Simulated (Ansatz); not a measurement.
**Geometry relaxation of Te**

System: Te (P3₁21, 3 atoms in the cell).
Method: DFT, PBE, dispersion d3bj, plane waves, PAW, no spin polarisation (Ansatz 0.2.0).

The structure derives from an entry of the Crystallography Open Database. Figures and captions count atoms from 1; the log counts them from 0 in places.

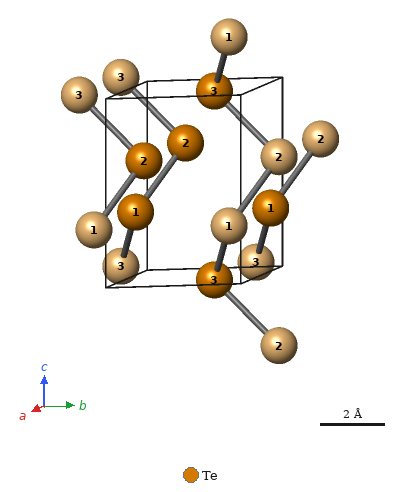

*The structure as given in the input (ball-and-stick view of the cell of the calculation, seen slightly off an axis; neighbours outside the cell are drawn fainter; atoms are numbered from 1 in the order of the input). An atom can appear more than once, as a periodic image.*

### Key numbers

```tsv
quantity	value
outcome	converged
space group (tolerance 0.01 Å)	P3₁21 (152)
electrons treated	48
free energy	−20941.1764 eV
Fermi energy	9.617 eV
gap on the k-point mesh	0.03 eV by band count, under the smearing
pressure	−0.01 GPa
final volume	96.76 Å³
largest force (length of the vector) at the end	0.003 eV/Å
final cell	a = 4.324 Å, b = 4.324 Å, c = 5.975 Å, α = 90.00°, β = 90.00°, γ = 120.00°
hardware	1 thread of Intel Xeon (Sapphire Rapids), 64 GiB of memory available, shared host
wall time	12 s
peak memory	0.4 GiB
```

### Notes

These settings are looser than, or depart from, a standard set-up, so the numbers are not reference values for this system.

### Input
```yaml
crystal:
  lattice:
    - [4.3304173317, 0.0, 0.0]
    - [-2.1652086658, 3.7502514182, 0.0]
    - [0.0, 0.0, 5.9628209525]
  atoms:
    - { symbol: Te, position: [0.2825890674, 0.0, 0.3333333333] }
    - { symbol: Te, position: [0.0, 0.2825890674, 0.6666666667] }
    - { symbol: Te, position: [0.7174109326, 0.7174109326, 0.0] }
basis:
  ecutwfc: 420
kpoints:
  mp_grid: { grid: [6, 6, 4] }
hamiltonian:
  xc: pbe
  dispersion: d3bj
scf:
  occupations: { method: gaussian, width: 0.1 }
output:
  forces: true
  stress: true
  eigenvalues: true
  write_density: true
  write_potential: true
  elf: true
  volumetric_format: npy
relax:
  adjacent_minimum: "off"
  f_tol: 0.005
  max_steps: 80
  cell: { stress_tol: 0.05 }
```

Run as:
```bash
ansatz run input.yaml --threads 1 --pin off --max-ram 2560MiB --backend cpu --events-out ev --progress --plain --runs-dir out
```

### Log
```
Engine: ansatz 0.2.0, x86_64-unknown-linux-gnu
Pseudopotentials: kind: paw
Pseudopotential: Te, paw, valence charge 16, recommended cutoff 420 eV (normal), Te.paw.azcp
Functional definition: PBE
  parameter kappa = 0.804
  parameter beta = 0.06672455060314922
  exchange = pbe_x(kappa = kappa, mu = beta*pi^2/3)
  correlation = pbe_c(beta = beta)
Crystal: 3 atoms, lattice volume = 96.837 Å³
Basis set: ecut = 420 eV, 1909 PW (Γ), exchange–correlation on 60×60×80 points (8 copies of the dense FFT grid, shifted against one another)
Bands: 29, of which v1, the nominal top of the filled ones, is band 24 counted from 1 (23 counted from 0)
Symmetry: 6 space group operations
Space group: P3121 (ITA 152), of the structure as read, at distance tolerance 4.6e-5 Å
k-points: 24 of 144 (time reversal used)
Non-local potential: Te, projectors of the file, l = 0: 2, l = 1: 2, l = 2: 2, l = 3: 2
PAW form: soft (Blöchl's): semilocal exchange-correlation on the pseudo side does not see the compensation charge
PAW one-centre angular grid: Te, 590 points (default); XC on 64 Gauss nodes
Initial density: superposition of atomic densities (neutral atoms: chi_scale 0, normalization atom), corrected by the library's trained network
Initial wavefunctions: pseudopotential atomic-orbital guess
Functional: x = pbe(κ = 0.804, μ = 0.2195149727645171), c = pbe(β = 0.06672455060314922)
SCF iter   1: F=—  HF=-20941.178075 eV  |F-HF|=—  |Δ(HF+E_count)|=         —  Δρ=1.57e-3  dr2=1.64e-3  ethr=1.77e-3  ⟨swp⟩=7.0  Hψ=3122  notcnv=0
preconditioner: auto → Kerker (q_TF=auto, 2.427 Å⁻¹)  [metal: Δε(μ)=0.051 eV  Ē_g=8.709 eV  σ=0.100 eV  W_gap=0.27  n_scr=22 (ndim 8)  ℏωp=16.0 eV  f_vac=0.017  D(μ)=0.40/eV (n_scr^D=0)]
SCF iter   2: F=—  HF=-20941.175880 eV  |F-HF|=—  |Δ(HF+E_count)|=   2.19e-3  Δρ=9.09e-4  dr2=4.86e-4  ethr=3.41e-6  ⟨swp⟩=2.4  Hψ=1500  notcnv=0
SCF iter   3: F=—  HF=-20941.176188 eV  |F-HF|=—  |Δ(HF+E_count)|=   3.07e-4  Δρ=3.59e-4  dr2=9.54e-5  ethr=1.01e-6  ⟨swp⟩=3.0  Hψ=1289  notcnv=0
SCF iter   4: F=—  HF=-20941.176247 eV  |F-HF|=—  |Δ(HF+E_count)|=   5.94e-5  Δρ=9.29e-5  dr2=9.04e-6  ethr=1.99e-7  ⟨swp⟩=2.0  Hψ=893  notcnv=0
SCF iter   5: F=—  HF=-20941.176248 eV  |F-HF|=—  |Δ(HF+E_count)|=   1.17e-6  Δρ=1.89e-5  dr2=5.27e-7  ethr=1.88e-8  ⟨swp⟩=2.0  Hψ=1253  notcnv=0
SCF iter   6: F=-20941.176248 eV  HF=-20941.176248 eV  |F-HF|=7.77e-9  |Δ(HF+E_count)|=   3.73e-7  Δρ=6.90e-6  dr2=4.71e-8  ethr=2.08e-10  ⟨swp⟩=13.9  Hψ=5124  notcnv=0
SCF 1 converged in 6 iterations: F = -20941.176248 eV  dr2 = 4.71e-8
  greatest PAW one-centre occupation: 0.998 electrons in one spin orbital (limit 2), on the Te atom at site 1 (counted from 0), in its partial waves of l = 2
relax step   1: F+E_penalty+E_count = -20941.17624844 eV  Δ(F+E_penalty+E_count) = +0.000e0 eV  max|allowed force component| = 8.695e-4 eV/Å  Δτ_max = 0.0000 Å  P = -0.011 GPa  Ω = 96.837 Å³  (6 SCF iters, dr2 threshold 1.00e-7 eV, accepted)
Crystal: 3 atoms, lattice volume = 96.757 Å³
Initial density: handed on by an earlier stage of this run
Initial wavefunctions: those handed on with the density
iter 1 solved again at ethr=1.61e-8 eV; its pass at ethr=3.10e-3 eV (dr2=7.72e-6 eV) is discarded
SCF iter   1: F=—  HF=-20941.176401 eV  |F-HF|=—  |Δ(HF+E_count)|=         —  Δρ=9.04e-5  dr2=5.96e-6  ethr=1.61e-8  ⟨swp⟩=3.0  Hψ=4053  notcnv=0
preconditioner: auto → Resta (q_TF=auto, 2.427 Å⁻¹)  ε∞=4.4  [insulator: Δε(μ)=0.259 eV  Ē_g=8.708 eV  σ=0.100 eV  W_gap=0.55  n_scr=22 (ndim 8)  ℏωp=16.0 eV  f_vac=0.015  D(μ)=0.42/eV (n_scr^D=0)  ε∞_Penn≈4.4]
SCF iter   2: F=—  HF=-20941.176401 eV  |F-HF|=—  |Δ(HF+E_count)|=   6.01e-7  Δρ=5.11e-5  dr2=1.96e-6  ethr=1.24e-8  ⟨swp⟩=1.0  Hψ=696  notcnv=0
SCF iter   3: F=—  HF=-20941.176401 eV  |F-HF|=—  |Δ(HF+E_count)|=   9.42e-8  Δρ=5.65e-6  dr2=3.14e-8  ethr=4.08e-9  ⟨swp⟩=2.0  Hψ=913  notcnv=0
SCF iter   4: F=-20941.176401 eV  HF=-20941.176401 eV  |F-HF|=1.33e-9  |Δ(HF+E_count)|=   2.23e-8  Δρ=1.76e-6  dr2=3.05e-9  ethr=3.82e-11  ⟨swp⟩=9.5  Hψ=4325  notcnv=0
SCF 2 converged in 4 iterations: F = -20941.176401 eV  dr2 = 3.05e-9
  greatest PAW one-centre occupation: 0.998 electrons in one spin orbital (limit 2), on the Te atom at site 2 (counted from 0), in its partial waves of l = 2
relax step   2: F+E_penalty+E_count = -20941.17640134 eV  Δ(F+E_penalty+E_count) = -1.529e-4 eV  max|allowed force component| = 2.657e-3 eV/Å  Δτ_max = 0.0002 Å  P = -0.014 GPa  Ω = 96.757 Å³  energy of the carried Pulay correction = +1.159e-5 eV  (4 SCF iters, dr2 threshold 1.83e-8 eV, accepted)
Initial wavefunctions: pseudopotential atomic-orbital guess (no wavefunctions were taken with the density)
iter 1 solved again at ethr=1.90e-7 eV; its pass at ethr=3.10e-3 eV (dr2=9.10e-5 eV) is discarded
SCF iter   1: F=—  HF=-20941.176276 eV  |F-HF|=—  |Δ(HF+E_count)|=         —  Δρ=7.26e-5  dr2=1.08e-7  ethr=1.90e-7  ⟨swp⟩=3.3  Hψ=4897  notcnv=0
preconditioner: auto → Resta (q_TF=auto, 2.427 Å⁻¹)  ε∞=4.4  [insulator: Δε(μ)=0.259 eV  Ē_g=8.708 eV  σ=0.100 eV  W_gap=0.54  n_scr=22 (ndim 8)  ℏωp=16.0 eV  f_vac=0.015  D(μ)=0.42/eV (n_scr^D=0)  ε∞_Penn≈4.4]
SCF iter   2: F=—  HF=-20941.176363 eV  |F-HF|=—  |Δ(HF+E_count)|=   8.70e-5  Δρ=3.67e-5  dr2=2.82e-8  ethr=2.26e-10  ⟨swp⟩=2.4  Hψ=1290  notcnv=0
SCF iter   3: F=—  HF=-20941.176390 eV  |F-HF|=—  |Δ(HF+E_count)|=   2.70e-5  Δρ=5.91e-7  dr2=3.31e-10  ethr=5.87e-11  ⟨swp⟩=1.8  Hψ=741  notcnv=0
SCF iter   4: F=—  HF=-20941.176390 eV  |F-HF|=—  |Δ(HF+E_count)|=   1.30e-9  Δρ=2.66e-7  dr2=8.85e-11  ethr=1.00e-12  ⟨swp⟩=9.0  Hψ=3807  notcnv=0
SCF iter   5: F=-20941.176390 eV  HF=-20941.176390 eV  |F-HF|=1.46e-11  |Δ(HF+E_count)|=  1.16e-10  Δρ=1.09e-7  dr2=8.73e-12  ethr=1.00e-12  ⟨swp⟩=7.0  Hψ=3063  notcnv=0
SCF 3 converged in 5 iterations: F = -20941.176390 eV  dr2 = 8.73e-12
relax step   3: F+E_penalty+E_count = -20941.17639010 eV  Δ(F+E_penalty+E_count) = +1.124e-5 eV  max|allowed force component| = 2.649e-3 eV/Å  Δτ_max = 0.0000 Å  P = -0.014 GPa  Ω = 96.757 Å³  stress off target by 3.04e-2 GPa  SCF on the basis re-selected at this cell (its energy is not comparable with the rows above)  (5 SCF iters)
```

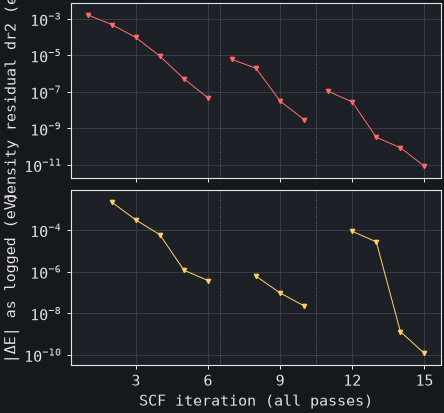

*Convergence of the self-consistent field: density residual dr2 and size of the energy change against the SCF iteration. The dotted lines part the SCF passes of the relaxation: geometry steps, rejected trials and re-solves on a re-selected basis.*

The passes take 6, 4 and 5 iterations.

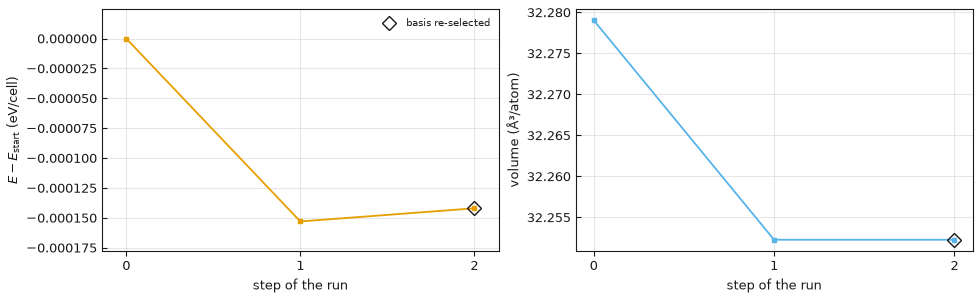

*Progress of the relaxation, step by step (the first geometry is step 0 here and step 1 in the log).*

After 1 geometry step the energy has fallen by 0.2 meV per cell of the calculation. Largest force component: 0.00087 eV/Å at the start, 0.0026 eV/Å at the end. Pressure: −0.01 GPa at the start and −0.01 GPa at the end. The atoms keep their places relative to the cell (all moves are under 0.005 Å). The volume changes by −0.1 %, with a = b 4.330 → 4.324 Å (−0.1 %), c 5.963 → 5.975 Å (+0.2 %). The space group stays P3_121 (No. 152). A last SCF at the same geometry on a re-selected plane-wave basis shifts the energy by +0.0 meV per cell of the calculation. (Atoms are counted from 1 in the order of the input.)

```
basis re-selected at this cell: Δ(F+E_penalty+E_count) = +1.124e-5 eV, ΔP = -0.000 GPa vs the last step (what re-selecting the basis moved, of the pressure what is left beyond the Pulay correction that the steps carried, after the strain that the cell walked since its last selection, with what the two solves' SCF thresholds leave and, on support functions, any second-order correction that the steps lacked; it is no measure of the basis error at this ecutwfc). This SCF's stress stands 3.04e-2 GPa from its target on what of the cell is left free (relax.cell.stress_tol is 5.00e-2 GPa) and its largest allowed force component is 2.65e-3 eV/Å (relax.f_tol is 5.00e-3 eV/Å): within both
SCF converged after 5 iterations
Free energy (F): -20941.176390 eV
Harris-Foulkes:  -20941.176390 eV  (|F-HF|=1.46e-11)
Internal energy: -20941.174306 eV  (E = F + TS)
E sigma→0 (E₀):  -20941.175348 eV
Entropy (-TS):   -0.002085 eV (-0.695 meV/atom)
Fermi energy:    9.617056 eV
--- Per-component energies (eV) ---
  E_band       = -765.016635
  E_kinetic    = 541.050737
  E_local      = -3642.626384  (includes V_loc(G=0)·N_el)
  E_nonlocal   = -931.352790
  E_hartree    = 2358.991589
  E_xc         = -372.830635
  E_vxc        = -312.218535  (∫ρ·V_xc dr)
  E_paw        = -13985.757460  (= ΣΔE_a)
  E_vpaw       = -1137.852092  (= ΣTr[D̂ρ^β])
  E_aug_tail   = -0.000593  (compensation charges beyond the density's cutoff)
  E_ewald      = -4907.285327
  E_disp       = -1.363442  (pairwise vdW)
  E_smearing   = -0.002085  (= −TS)
  E_closure    = 0.000000  (closes the sum)
  Σ components = -20941.176390   (vs F -20941.176390, Δ=0.00e0)
--- Forces (eV/Å), atoms counted from 1 ---
  atom   1  Te     0.00264884    -0.00000000     0.00000000
  atom   2  Te    -0.00132442     0.00229397     0.00000000
  atom   3  Te    -0.00132442    -0.00229397    -0.00000000
  max |Σ_I F_I| component: 6.94e-18 eV/Å
--- Stress (GPa, compression-positive) ---
       -0.030423       0.000000      -0.000000
       -0.000000      -0.030423       0.000000
       -0.000000       0.000000       0.019032
  P = ⅓ Tr σ = -0.0139 GPa (-0.139 kbar)
--- Band table (eV; the first three rows and the last of 24) ---
  k-point 0: bands = ["-27.9091", "-27.9091", "-27.8674", "-27.8669", "-27.8669", "-27.8031", "-27.7474", "-27.7474", "-27.7474", "-27.7174", "-27.7117", "-27.7117", "-27.6879", "-27.6756", "-27.6756", "-4.2793", "-0.9206", "-0.9206", "6.6464", "6.9775", "6.9775", "7.8365", "7.8365", "8.4869", "10.5783", "10.5783", "11.2783", "14.4885", "14.4885"]
  k-point 1: bands = ["-27.9219", "-27.8910", "-27.8733", "-27.8692", "-27.8561", "-27.8142", "-27.7493", "-27.7480", "-27.7442", "-27.7165", "-27.7125", "-27.7124", "-27.6830", "-27.6803", "-27.6727", "-4.0531", "-2.3108", "0.5484", "6.1069", "6.7395", "7.1011", "8.0545", "8.3045", "8.5762", "10.1709", "10.2202", "10.7215", "13.6814", "15.0274"]
  k-point 2: bands = ["-27.9263", "-27.8761", "-27.8761", "-27.8755", "-27.8372", "-27.8372", "-27.7492", "-27.7492", "-27.7425", "-27.7144", "-27.7144", "-27.7132", "-27.6825", "-27.6753", "-27.6753", "-3.3848", "-3.3848", "1.3408", "5.4767", "6.9362", "6.9362", "8.3050", "8.7259", "8.7259", "9.8682", "9.9591", "9.9591", "13.3296", "14.7479"]
  k-point 23: bands = ["-27.9246", "-27.8742", "-27.8742", "-27.8705", "-27.8345", "-27.8345", "-27.7512", "-27.7512", "-27.7388", "-27.7198", "-27.7111", "-27.7111", "-27.6931", "-27.6931", "-27.6586", "-2.1779", "-2.1779", "-0.8936", "4.1742", "4.2252", "4.2252", "8.6729", "9.5743", "9.5743", "9.6090", "10.5489", "10.5489", "15.6723", "15.9978"]
--- Relaxed structure (2 steps of the walk, 2 accepted, 1 SCFs on fresh bases) ---
  F+E_penalty+E_count = -20941.17639010 eV   max|allowed force component| = 2.649e-3 eV/Å   (the final SCF, on the basis selected at the relaxed cell)
  cell:  # Å, volume = 96.7568 Å³
    - [4.324217022393883, -2.8826084139108596e-11, 1.9748328391514944e-20]
    - [-2.162108511171977, 3.7448817928846183, 1.1075973099754221e-19]
    - [2.7192701602663824e-20, 1.918053585273945e-19, 5.974973379507831]
  atoms:
    - { symbol: Te, position: [0.2825532067663339, -1.4531112453870564e-22, 0.33333333333333337] }
    - { symbol: Te, position: [-2.1264979111052253e-20, 0.28255320676633394, 0.6666666666666667] }
    - { symbol: Te, position: [0.7174467932336662, 0.7174467932336662, 2.697700477592505e-21] }
```

### Trajectory as extended XYZ (Å, eV, eV/Å), 3 frames, from step=1 to step=3
```
3
Lattice="4.3304 0.0000 0.0000 -2.1652 3.7503 0.0000 0.0000 0.0000 5.9628" Properties=species:S:1:pos:R:3:forces:R:3 step=1 energy=-20941.17625 pressure_GPa=-0.01
Te    1.2237    0.0000    1.9876    0.0009   0.0000   0.0000
Te   -0.6119    1.0598    3.9752   -0.0004   0.0008   0.0000
Te    1.5533    2.6905    0.0000   -0.0004  -0.0008   0.0000
3
Lattice="4.3242 0.0000 0.0000 -2.1621 3.7449 0.0000 0.0000 0.0000 5.9750" Properties=species:S:1:pos:R:3:forces:R:3 step=2 energy=-20941.17640 pressure_GPa=-0.01
Te    1.2218    0.0000    1.9917    0.0027   0.0000   0.0000
Te   -0.6109    1.0581    3.9833   -0.0013   0.0023   0.0000
Te    1.5512    2.6868    0.0000   -0.0013  -0.0023   0.0000
3
Lattice="4.3242 0.0000 0.0000 -2.1621 3.7449 0.0000 0.0000 0.0000 5.9750" Properties=species:S:1:pos:R:3:forces:R:3 step=3 energy=-20941.17639 pressure_GPa=-0.01
Te    1.2218    0.0000    1.9917    0.0026   0.0000   0.0000
Te   -0.6109    1.0581    3.9833   -0.0013   0.0023   0.0000
Te    1.5512    2.6868    0.0000   -0.0013  -0.0023   0.0000
```
